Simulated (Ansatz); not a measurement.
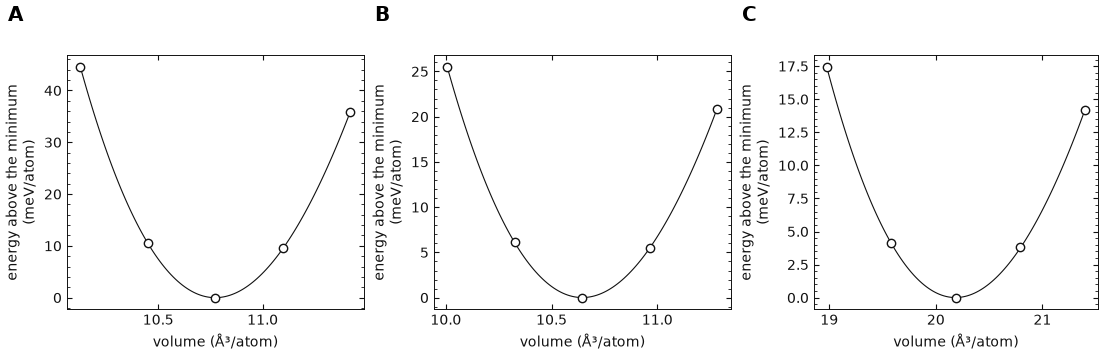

Each panel shows the energy above the minimum against volume for one of these solids: AlN, P6_3mc (No. 186); TaN, Fm-3m (No. 225); ZnS, P6_3mc (No. 186).

Method: third-order Birch-Murnaghan fit to density functional energies at scaled volumes of the given relaxed cell, shape and atoms relaxed at each volume; energies count from the fitted minimum; plane waves with PAW datasets, Γ-centred k mesh (Ansatz 0.2.0). Level: PBE, no spin polarisation.

**Which panel belongs to which solid?**

A is TaN (energy above the minimum from 0.0 meV/atom to 44.5 meV/atom, V0 10.77 Å³/atom, B0 329 GPa); B is AlN (energy above the minimum from 0.0 meV/atom to 25.5 meV/atom, V0 10.65 Å³/atom, B0 193 GPa); C is ZnS (energy above the minimum from 0.0 meV/atom to 17.4 meV/atom, V0 20.18 Å³/atom, B0 69.1 GPa).
